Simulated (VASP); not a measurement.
Input file:

```
ALGO = Fast ; DIPOL = 0.5 0.5 0.500
EDIFF = 1E-6 ; ENCUT = 520
GGA = PS ; IDIPOL = 3
ISIF = 2 ; ISMEAR = 1
KPAR = 8 ; LASPH = T
LCHARG = T ; LDIPOL = T
LREAL = F ; LVACPOTAV = T
LVHAR = T ; LWAVE = F
NELM = 80 ; PREC = Accurate
SIGMA = 0.1
```

Launched as:

```sh
cat potpaw_PBE.64/In_d/POTCAR potpaw_PBE.64/As/POTCAR > POTCAR
mpirun -np 8 vasp_std > vasp.out
```

These are results of Kohn-Sham DFT of a periodic cell, PBEsol, VASP PAW PBE potentials, recommended (VASP), not measurements.

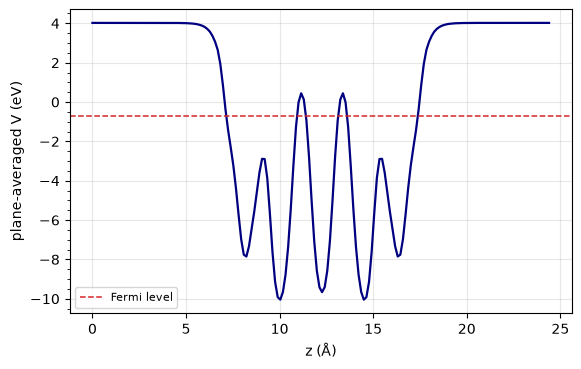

InAs (slab). Plane average of the electrostatic potential (local pseudopotential plus Hartree) felt by an electron across the slab.

> How far above the Fermi level of the calculation is the vacuum level?

4.7 eV. The slab has a gap, so the Fermi level lies inside it and this isn't a work function in the metallic sense.

> What are the slab's thickness and the vacuum gap?

The outermost nuclei are 9.2 Å apart, in 7 atomic planes; the vacuum between periodic images is 15.3 Å wide.
